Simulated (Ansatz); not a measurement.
**MgO: density, localisation and related maps**

Input file:

```
crystal:
  lattice:
    - [0.0, 2.13515, 2.13515]
    - [2.13515, 0.0, 2.13515]
    - [2.13515, 2.13515, 0.0]
  atoms:
    - { symbol: Mg, position: [0.0, 0.0, 0.0] }
    - { symbol: O, position: [0.5, 0.453164883, 0.5] }
basis:
  ecutwfc: 500
kpoints:
  mp_grid: { grid: [10, 10, 10] }
hamiltonian:
  xc: r2scan
scf:
  occupations: { method: gaussian, width: 0.05 }
output:
  forces: true
  stress: true
  eigenvalues: true
  write_density: true
  write_potential: true
  elf: true
  volumetric_format: npy
```

Launched as:

```sh
ansatz run input.yaml --threads 1 --pin off --max-ram 2560MiB --backend cpu --events-out ev --progress --plain --runs-dir out
```

Below, planes, directions and counts refer to the conventional cell (a = 3.02 Å, b = 4.27 Å, c = 3.02 Å, α = 90.00°, β = 90.00°, γ = 90.00°).

Space group Imm2; changed on purpose from its base cell (atom 2 (O) moved by (-0.100, -0.100) A along x and z); not relaxed (largest force 0.7 eV/Å); computed pressure about −5 GPa in this cell.

Method: DFT r2SCAN, scalar-relativistic, plane waves, PAW in Ansatz.

The density is the valence pseudo-density of a PAW calculation; it isn't the true density close to the nuclei.

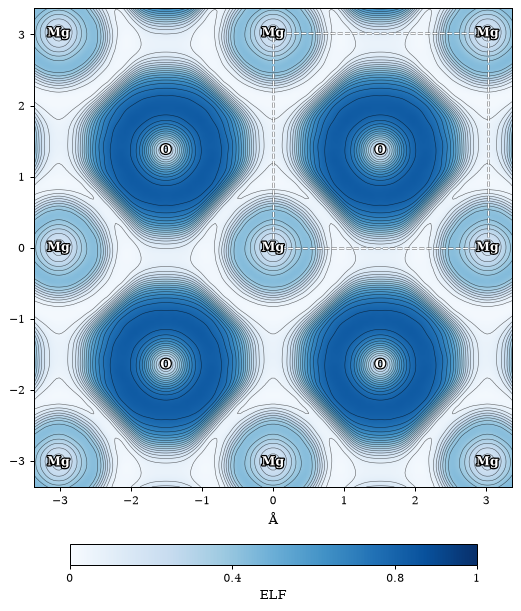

Figure 1. Electron localisation function on the (010) plane of the conventional cell.

Question: Describe what can be read from this map.

Answer:
- Atoms in the plane: Mg and O.
- Mg–O (2.04 Å): the ELF peaks at about 0.85 in the valence shell of O, 0.6 Å from its nucleus, and is about 0.35 at the midpoint; a closed-shell, largely ionic contact.
- Mg–O (2.24 Å): the ELF peaks at about 0.85 in the valence shell of O, 0.6 Å from its nucleus, and is about 0.35 at the midpoint: a closed-shell, largely ionic contact.

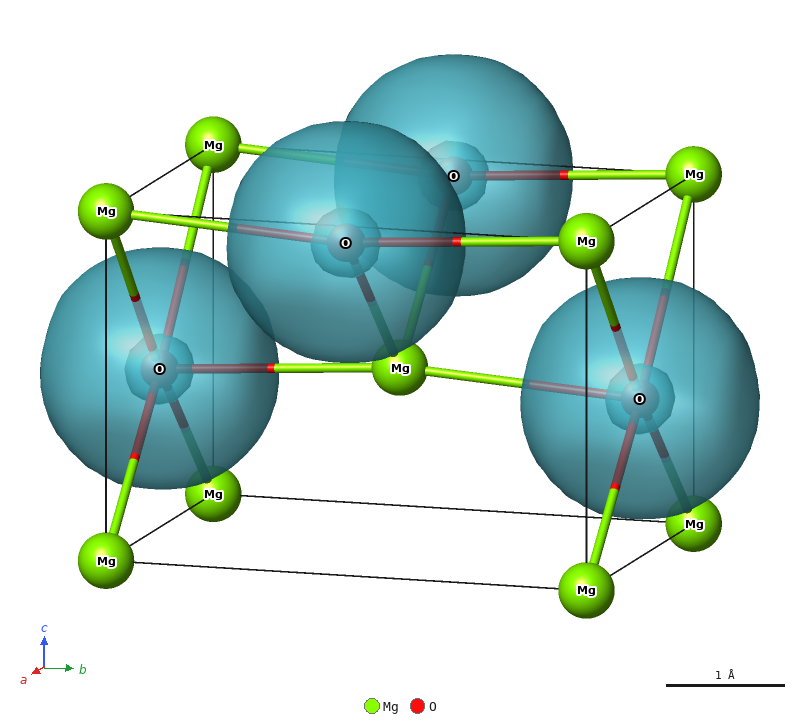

Figure 2. Isosurface of the electron localisation function at 0.6 (cyan), seen slightly off an axis. Only the valence region is drawn (cores and ρ < 0.01 e/Å³ removed). Sticks mark near contacts.

Question: Where are the electrons localised?

Answer: At this value the surface marks out two regions wrapped around O (the valence shell of each), counted in one cell of 4 atoms. Any copies at cell faces, edges or corners count once. Along the contacts the grid gives the following. Mg–O (2.14 Å): the ELF peaks at about 0.85 in the valence shell of O, 0.6 Å from its nucleus, and is about 0.35 at the midpoint; an ionic contact with no shared pair.

Question: Does the calculation make it a metal, or give it a gap?

Answer: It is gapped, with a Kohn–Sham gap of 5.2 eV on the k-point mesh (the band edges may lie off the mesh, which would make the gap smaller).
